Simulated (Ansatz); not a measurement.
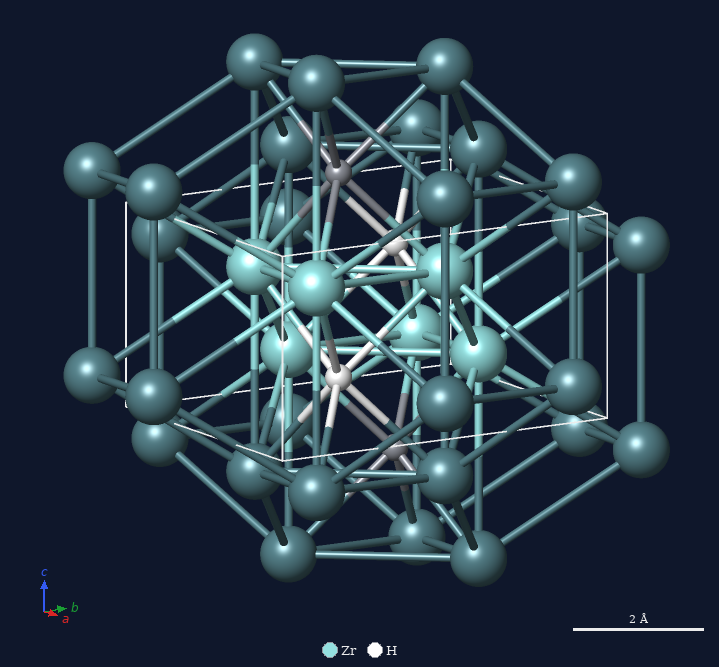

The image is a ball-and-stick drawing of a crystal, viewed slightly off an axis. Thin lines show the conventional unit cell, with boundary atoms drawn in all their periodic places. Bonds that leave the box are completed with the atoms at their other ends, in fainter colours. Cell: a = 7.56 Å, b = 7.56 Å, c = 3.17 Å, α = 90.00°, β = 90.00°, γ = 120.00°.

The structure was taken from a structure type filled with these elements by a generator (whether the compound takes this form wasn't checked). Earlier steps of the study, as a rule a relaxation of our own, may have changed the cell and positions, so they can lie some per cent off the listed ones. A calculation with Ansatz used it as input.

### What can be read from this drawing?

The structure is one of Zr3H. Symmetry: P6_3/mmc (No. 194), primitive hexagonal lattice. Cell content 6 Zr, 2 H; Z = 2. Going by the bonds shown, the numbers of neighbours are Zr 10 and H 6.

Method used: DFT PBE, scalar-relativistic, plane waves, PAW in Ansatz. It ran with a basis cut at 420 eV, k-grid 6×6×12, Gaussian smearing of 0.1 eV, no spin polarisation.

### Predict the gap.

A metal: bands cross the Fermi level.

### What charge does Bader's analysis assign to each element?

Zr +0.22 e; H -0.67 e.

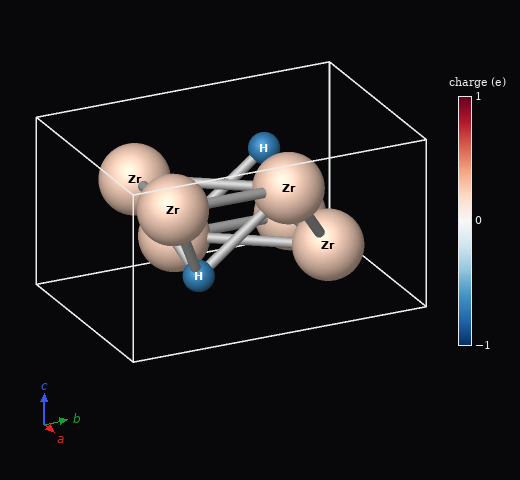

The atoms coloured by those charges. The run's cell of 8 atoms is drawn.

### Is this the optimised geometry for these settings?

Yes. All forces vanish to within 0.01 eV/Å. The pressure is 0.0 GPa, close to zero.
